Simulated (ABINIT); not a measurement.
# Single-point calculation, with input and output: Ti

System: Ti (Fm-3m, 1 atom in the cell).
Method: Kohn-Sham DFT of a periodic cell, revPBE, JTH PAW PBE v2.0, no spin polarisation (ABINIT 10.8.3).

The structure derives from an entry of the Crystallography Open Database.

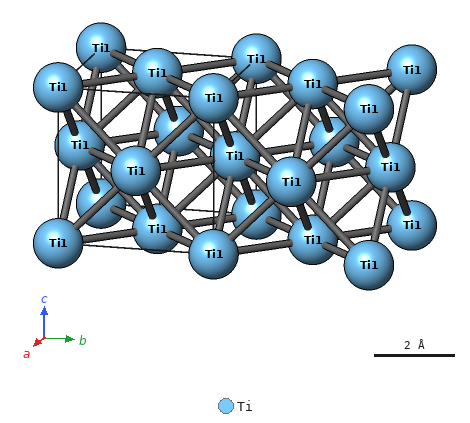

Figure 1. The structure (ball-and-stick view of the cell 4 times as large as that of the calculation, set on its symmetry axes, repeated 1 × 2 × 1, seen slightly off an axis; atoms are numbered from 1 in the order of the input). An atom can appear more than once, as a periodic image. Near neighbours in the periodic cell (some may lie outside the picture): Ti has 12 Ti at 2.87 Å.

**Input file**
```
# Pseudopotentials
pp_dirpath "./"
pseudos "Ti.GGA_PBE-JTH.xml"

# Structure
acell 2.8708535316 2.8708535316 2.8708535316 Angstrom
rprim
     0.0000000000     0.7071067812     0.7071067812
     0.7071067812     0.0000000000     0.7071067812
     0.7071067812     0.7071067812     0.0000000000
ntypat 1
znucl 22
natom 1
typat 1
xred
     0.0000000000     0.0000000000     0.0000000000

# Plane-wave basis
ecut 18.0
pawecutdg 36.0
pawxcdev 0

# k points
kptopt 1
ngkpt 11 11 11
nshiftk 1
shiftk 0.0 0.0 0.0

# Exchange and correlation
ixc 14

# Bands and occupations
nband 10
occopt 3
tsmear 0.00183747

# SCF cycle
nstep 100
tolvrs 1.0e-9

# Output
iomode 3
prtwf 0
prtden 0
prteig 0
prtebands 0
enunit 1
```

Run on 1 thread of Arm Neoverse V1, 24 GiB of memory available, shared host.

Command:
```bash
abinit run.abi > log 2>&1
```

**Log**
```
.Version 10.8.3 of ABINIT
 Symmetries : space group Fm -3 m (#225); Bravais cF (face-center cubic)
================================================================================
 Values of the parameters that define the memory need of the present run
     intxc =       0    ionmov =       0      iscf =      17    lmnmax =      18
     lnmax =       6     mgfft =      24  mpssoang =       3    mqgrid =    3001
     natom =       1  nloc_mem =       2    nspden =       1   nspinor =       1
    nsppol =       1      nsym =      48    n1xccc =       1    ntypat =       1
    occopt =       3   xclevel =       2
       mpw =         428          nfft =       13824          nkpt =          56
 PAW method is used; the additional fine FFT grid is defined by:
   mgfftf=        30    nfftf =     27000
================================================================================
================================================================================

--------------------------------------------------------------------------------
------------- Echo of variables that govern the present computation ------------
--------------------------------------------------------------------------------
 -outvars: echo values of preprocessed input variables --------
            acell      5.4251269223E+00  5.4251269223E+00  5.4251269223E+00 Bohr
              amu      4.78800000E+01
             ecut      1.80000000E+01 Hartree
           enunit           1
                       outvar_i_n : Printing only first  50 k-points.
              ixc          14
                       outvar_i_n : Printing only first  50 k-points.
         kptrlatt       11    0    0      0   11    0      0    0   11
          kptrlen      5.96763961E+01
            natom           1
            nband          10
            ngfft          24      24      24
          ngfftdg          30      30      30
             nkpt          56
            nstep         100
             nsym          48
           ntypat           1
                       prtocc : prtvol=0, do not print more k-points.
           occopt           3
        pawecutdg      3.60000000E+01 Hartree
         pawxcdev           0
           prtden           0
        prtebands           0
           prteig           0
            prtwf           0
            rprim      0.0000000000E+00  7.0710678120E-01  7.0710678120E-01
                       7.0710678120E-01  0.0000000000E+00  7.0710678120E-01
                       7.0710678120E-01  7.0710678120E-01  0.0000000000E+00
          spgroup         225
           tolvrs      1.00000000E-09
           tsmear      1.83747000E-03 Hartree
            typat      1
           useylm           1
                       outvars : Printing only first  50 k-points.
            znucl       22.00000

================================================================================

 chkinp: Checking input parameters for consistency.

================================================================================
== DATASET  1 ==================================================================

--- !DatasetInfo
iteration_state: {dtset: 1, }
dimensions: {natom: 1, nkpt: 56, mband: 10, nsppol: 1, nspinor: 1, nspden: 1, mpw: 428, }
cutoff_energies: {ecut:  18.0, pawecutdg:  36.0, }
electrons: {nelect:   1.20000000E+01, charge:   0.00000000E+00, occopt:   3.00000000E+00, tsmear:   1.83747000E-03, }
meta: {optdriver: 0, ionmov: 0, optcell: 0, iscf: 17, paral_kgb: 0, }
...

 Exchange-correlation functional for the present dataset will be:
  GGA: revPBE functional - ixc=14
  Zhang and Yang, PRL 80, 890 (1998)

 Real(R)+Recip(G) space primitive vectors, cartesian coordinates (Bohr,Bohr^-1):
 R(1)=  0.0000000  3.8361440  3.8361440  G(1)= -0.1303392  0.1303392  0.1303392
 R(2)=  3.8361440  0.0000000  3.8361440  G(2)=  0.1303392 -0.1303392  0.1303392
 R(3)=  3.8361440  3.8361440  0.0000000  G(3)=  0.1303392  0.1303392 -0.1303392
 Unit cell volume ucvol=  1.1290540E+02 bohr^3
 Angles (23,13,12)=  6.00000000E+01  6.00000000E+01  6.00000000E+01 degrees

 Coarse grid specifications (used for wave-functions):

 getcut: wavevector=  0.0000  0.0000  0.0000  ngfft=  24  24  24
         ecut(hartree)=     18.000   => boxcut(ratio)=   2.31633

 getcut : COMMENT -
  Note that boxcut > 2.2 ; recall that boxcut=Gcut(box)/Gcut(sphere) = 2
  is sufficient for exact treatment of convolution.
  Such a large boxcut is a waste : you could raise ecut
  e.g. ecut=   24.144179 Hartrees makes boxcut=2

 Fine grid specifications (used for densities):

 getcut: wavevector=  0.0000  0.0000  0.0000  ngfft=  30  30  30
         ecut(hartree)=     36.000   => boxcut(ratio)=   2.04964

--- Pseudopotential description ------------------------------------------------
- pspini: atom type   1  psp file is ./Ti.GGA_PBE-JTH.xml
 Pseudopotential format is: paw10
 basis_size (lnmax)=  6 (lmn_size= 18), orbitals=   0   0   1   1   2   2
 Spheres core radius: rc_sph= 2.30802695
 Shapefunction is BESSEL type: shapef(r,l)=aa(1,l)*jl(q(1,l)*r)+aa(2,l)*jl(q(2,l)*r)
 Radius for shape functions =  2.01037111
 Compensation charge density is not taken into account in XC energy/potential

   3.05946380E+02                                ecore*ucvol(ha*bohr**3)
--------------------------------------------------------------------------------

================================================================================

--- !BeginCycle
iteration_state: {dtset: 1, }
solver: {iscf: 17, nstep: 100, nline: 4, wfoptalg: 10, }
tolerances: {tolvrs: 1.00E-09, }
...

     iter   Etot(hartree)      deltaE(h)  residm     nres2
 ETOT  1  -57.618156189774    -5.762E+01 7.835E+00 4.561E+00
 ETOT  2  -58.608578753809    -9.904E-01 2.118E-01 3.601E+00
 ETOT  3  -58.595451113752     1.313E-02 1.025E-02 2.165E-01
 ETOT  4  -58.595183687990     2.674E-04 6.158E-03 4.868E-03
 ETOT  5  -58.595247153347    -6.347E-05 2.725E-04 3.811E-05
 ETOT  6  -58.595247449756    -2.964E-07 9.814E-05 2.072E-05
 ETOT  7  -58.595247393871     5.588E-08 6.919E-05 6.535E-07
 ETOT  8  -58.595247392756     1.116E-09 1.700E-05 1.855E-08
 ETOT  9  -58.595247392738     1.724E-11 1.612E-05 6.488E-11

 At SCF step    9       nres2   =  6.49E-11 < tolvrs=  1.00E-09 =>converged.

 Cartesian components of stress tensor (hartree/bohr^3)
  sigma(1 1)= -2.29605543E-04  sigma(3 2)=  0.00000000E+00
  sigma(2 2)= -2.29605543E-04  sigma(3 1)=  0.00000000E+00
  sigma(3 3)= -2.29605543E-04  sigma(2 1)=  0.00000000E+00

--- !ResultsGS
iteration_state: {dtset: 1, }
comment   : Summary of ground state results
lattice_vectors:
- [  0.0000000,   3.8361440,   3.8361440, ]
- [  3.8361440,   0.0000000,   3.8361440, ]
- [  3.8361440,   3.8361440,   0.0000000, ]
lattice_lengths: [   5.42513,    5.42513,    5.42513, ]
lattice_angles: [ 60.000,  60.000,  60.000, ] # degrees, (23, 13, 12)
lattice_volume:   1.1290540E+02
convergence: {deltae:  1.724E-11, res2:  6.488E-11, residm:  1.612E-05, diffor: null, }
etotal    :  -5.85952474E+01
entropy   :   0.00000000E+00
fermie    :   2.96209195E-01
cartesian_stress_tensor: # hartree/bohr^3
- [ -2.29605543E-04,   0.00000000E+00,   0.00000000E+00, ]
- [  0.00000000E+00,  -2.29605543E-04,   0.00000000E+00, ]
- [  0.00000000E+00,   0.00000000E+00,  -2.29605543E-04, ]
pressure_GPa:   6.7552E+00
xred      :
- [  0.0000E+00,   0.0000E+00,   0.0000E+00, Ti]
cartesian_forces: # hartree/bohr
- [ -0.00000000E+00,  -0.00000000E+00,  -0.00000000E+00, ]
force_length_stats: {min:   0.00000000E+00, max:   0.00000000E+00, mean:   0.00000000E+00, }
...

 Integrated electronic density in atomic spheres:
 ------------------------------------------------
 Atom  Sphere_radius  Integrated_density
    1        2.30803         10.19327599

================================================================================

 ----iterations are completed or convergence reached----

 Mean square residual over all n,k,spin=   42.161E-09; max=  16.124E-06
 reduced coordinates (array xred) for    1 atoms
       0.000000000000      0.000000000000      0.000000000000
 rms dE/dt=  0.0000E+00; max dE/dt=  0.0000E+00; dE/dt below (all hartree)
    1       0.000000000000      0.000000000000      0.000000000000

 cartesian coordinates (angstrom) at end:
    1      0.00000000000000     0.00000000000000     0.00000000000000

 cartesian forces (hartree/bohr) at end:
    1     -0.00000000000000    -0.00000000000000    -0.00000000000000
 frms,max,avg= 0.0000000E+00 0.0000000E+00   0.000E+00  0.000E+00  0.000E+00 h/b

 cartesian forces (eV/Angstrom) at end:
    1     -0.00000000000000    -0.00000000000000    -0.00000000000000
 frms,max,avg= 0.0000000E+00 0.0000000E+00   0.000E+00  0.000E+00  0.000E+00 e/A
 length scales=  5.425126922319  5.425126922319  5.425126922319 bohr
              =  2.870853531600  2.870853531600  2.870853531600 angstroms
 Fermi (or HOMO) energy (eV) =   8.06026   Average Vxc (eV)= -11.14778
 Eigenvalues (   eV  ) for nkpt=  56  k points:
 kpt#   1, nband= 10, wtk=  0.00075, kpt=  0.0000  0.0000  0.0000 (reduced coord)
 -48.63118  -24.41210  -24.41210  -24.41210    1.88895    8.97677    8.97677    8.97677
  10.70881   10.70881
 prteigrs : prtvol=0 or 1, do not print more k-points.

--- !EnergyTerms
iteration_state     : {dtset: 1, }
comment             : Components of total free energy in Hartree
kinetic             :  7.74962904245743E+00
hartree             :  1.12561538804147E+01
xc                  : -3.24304208317742E+00
Ewald energy        : -4.30262871087557E+01
psp_core            :  2.70975862394395E+00
local_psp           : -3.39164820842249E+01
PAW spherical_terms : -1.24560170682928E-01
internal            : -5.85948299000249E+01
'-kT*entropy'       : -4.17951289586144E-04
total_energy        : -5.85952478513145E+01
total_energy_eV     : -1.59445792146111E+03
...

--- !EnergyTermsDC
iteration_state     : {dtset: 1, }
comment             : '"Double-counting" decomposition of free energy'
band_energy         : -8.06931286508841E+00
Ewald energy        : -4.30262871087557E+01
psp_core            :  2.70975862394395E+00
xc_dc               : -1.08860275673903E+01
PAW spherical_terms :  6.77039475841640E-01
internal            : -5.85948294414488E+01
'-kT*entropy'       : -4.17951289586144E-04
total_energy_dc     : -5.85952473927384E+01
total_energy_dc_eV  : -1.59445790898262E+03
...

--- !EnergyTermsWithPAWCore
iteration_state     : {dtset: 1, }
comment             : 'Components of total free energy, including PAW core contributions'
Total energy        : -8.53922376454403E+02
Total energy DC     : -8.53922375995827E+02
Total energy (eV)   : -2.32364116097867E+04
Total energy DC (eV): -2.32364115973083E+04
...

 Cartesian components of stress tensor (hartree/bohr^3)
  sigma(1 1)= -2.29605543E-04  sigma(3 2)=  0.00000000E+00
  sigma(2 2)= -2.29605543E-04  sigma(3 1)=  0.00000000E+00
  sigma(3 3)= -2.29605543E-04  sigma(2 1)=  0.00000000E+00

-Cartesian components of stress tensor (GPa)         [Pressure=  6.7552E+00 GPa]
- sigma(1 1)= -6.75522830E+00  sigma(3 2)=  0.00000000E+00
- sigma(2 2)= -6.75522830E+00  sigma(3 1)=  0.00000000E+00
- sigma(3 3)= -6.75522830E+00  sigma(2 1)=  0.00000000E+00

== END DATASET(S) ==============================================================
================================================================================

 -outvars: echo values of variables after computation  --------
            acell      5.4251269223E+00  5.4251269223E+00  5.4251269223E+00 Bohr
           etotal     -5.8595247393E+01
            fcart     -0.0000000000E+00 -0.0000000000E+00 -0.0000000000E+00
            rprim      0.0000000000E+00  7.0710678120E-01  7.0710678120E-01
                       7.0710678120E-01  0.0000000000E+00  7.0710678120E-01
                       7.0710678120E-01  7.0710678120E-01  0.0000000000E+00
           strten     -2.2960554318E-04 -2.2960554318E-04 -2.2960554318E-04
                       0.0000000000E+00  0.0000000000E+00  0.0000000000E+00
 Calculation completed.
```

**Results in brief**

| quantity | value |
| --- | --- |
| outcome | converged |
| space group (tolerance 0.01 Å) | Fm-3m (225) |
| electrons treated | 12 |
| free energy | −1594.4579 eV |
| Fermi energy | 8.060 eV |
| gap on the k-point mesh | none (metallic) |
| pressure | 6.76 GPa |
| largest force (length of the vector) | under 0.001 eV/Å |
| wall time | 8.2 s |
| peak memory | 0.09 GiB |

**Remarks**

The cell is under a pressure of 6.8 GPa at this level, so it is not at its equilibrium volume.
